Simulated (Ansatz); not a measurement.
The calculation's input:

```
crystal:
  lattice:
    - [3.3202500353, 0.0, 0.0]
    - [0.0, 3.3202500353, 0.0]
    - [1.6601250177, -1.6601250177, 5.6451939525]
  atoms:
    - { symbol: Nb, position: [0.2498125513, 0.7501874487, 0.5003748974] }
    - { symbol: Nb, position: [0.4998125513, 1.0001874487, 1.0003748974] }
    - { symbol: P, position: [0.6675588737, 0.3324411263, 0.6648822526] }
    - { symbol: P, position: [0.9175588737, 0.5824411263, 0.1648822526] }
basis:
  ecutwfc: 420
kpoints:
  mp_grid: { grid: [10, 10, 6] }
hamiltonian:
  xc: pbesol
scf:
  occupations: { method: gaussian, width: 0.1 }
output:
  forces: true
  stress: true
  eigenvalues: true
  write_density: true
  write_potential: true
  elf: true
  volumetric_format: npy
```

Launched as:

```sh
ansatz run input.yaml --threads 1 --pin off --max-ram 2560MiB --backend cpu --events-out ev --progress --plain --runs-dir out
```

Below, planes, directions and counts refer to the conventional cell (a = 3.32 Å, b = 3.32 Å, c = 11.29 Å, α = 90.00°, β = 90.00°, γ = 90.00°).

Space group I4₁md; a structure from a database of computed crystals, not necessarily the ambient phase.

All numbers below come from DFT PBEsol, scalar-relativistic, plane waves, PAW (Ansatz).

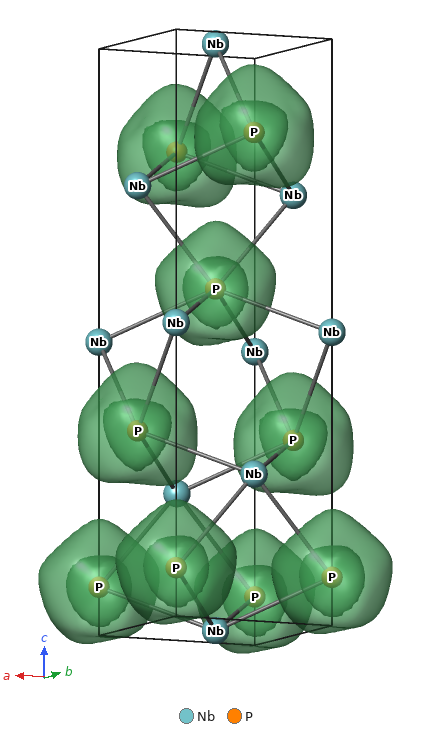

NbP. Isosurface of the electron localisation function at 0.65 (green), seen at an oblique angle. Only the valence region is drawn (cores and ρ < 0.01 e/Å³ removed). Sticks mark near contacts.

Core electrons are frozen (PAW), and the valence fields are smoothed inside the atomic spheres.

Describe the localisation domains.

The ELF exceeds this value in four regions wrapped around P (the valence shell of each), counted in one cell of 8 atoms. Any copies at cell faces, edges or corners count once. Along the contacts the grid gives the following. Nb–P (2.52 Å): the ELF peaks at about 0.80 in the valence shell of P, 0.8 Å from its nucleus, and is about 0.35 at the midpoint.

Does the calculation make it a metal, or give it a gap?

It is metallic or semimetallic at this level of theory: no gap opens.
